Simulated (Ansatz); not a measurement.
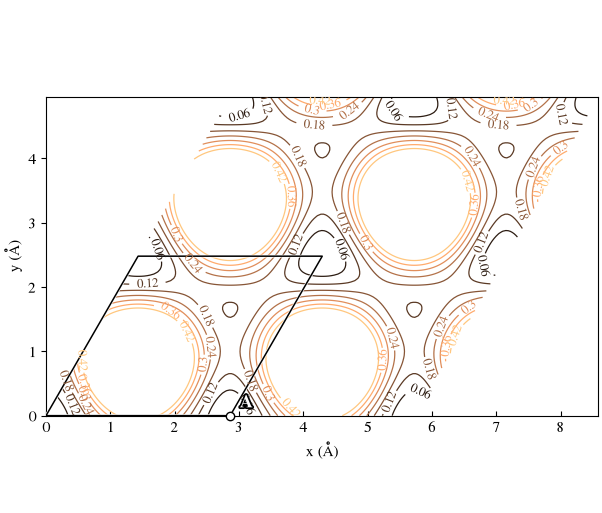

Al (Fm-3m, No. 225; 6 atoms in the cell). 
- The crystal above one (1 1 1) plane is slid rigidly over the crystal below it (one fault a cell, nothing relaxed).
- Places are given modulo a cell vector. The map is drawn in real space over the plane of the slide.
- Grid: 6 × 6 points; 10 points were computed and 26 follow by symmetry.
- Energies are in J/m², from the lowest grid point.
- The reference cell is the one listed in the database, not relaxed at this level.
- Level of theory: Ansatz, DFT LDA, scalar-relativistic, plane waves, PAW. Settings: cutoff 420 eV, k-mesh 19×19×4 in the order of the run's cell vectors, gaussian smearing 0.15 eV, no spin polarisation.

In the figure: contour lines labelled in J/m² (none above 0.42), the outline of one cell of the 2 × 2 shown, the point A. Between grid points the surface is interpolated.

Find the lowest pass out of the well at A.

The easiest path leads from the well at (0/6, 0/6) of the cell vectors to the well at (4/6, 4/6) of the cell vectors, about 0.12 J/m² higher. Its highest point lies about 0.16 J/m² above the bottom of the first well on the interpolated surface, at about (0.79, 0.41) of the cell vectors. Seen from the upper well the barrier is about 0.044 J/m². The start is the relaxed structure and all else is held, so a fully relaxed path at this level can only be lower.

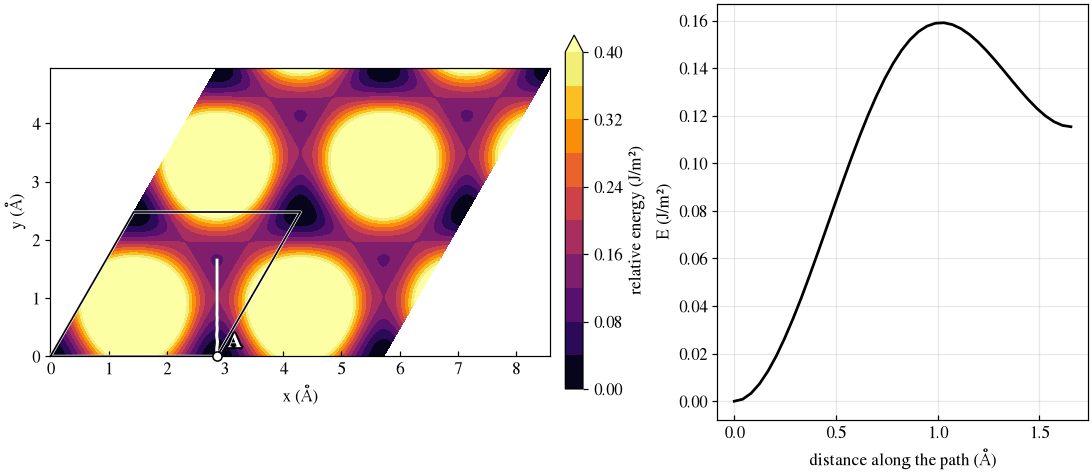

In the figure: filled contours, a line along the lowest path, the outline of one cell of the 2 × 2 shown, one colour for all values above the top of the scale, the energy along the path at the right. Between grid points the surface is interpolated.
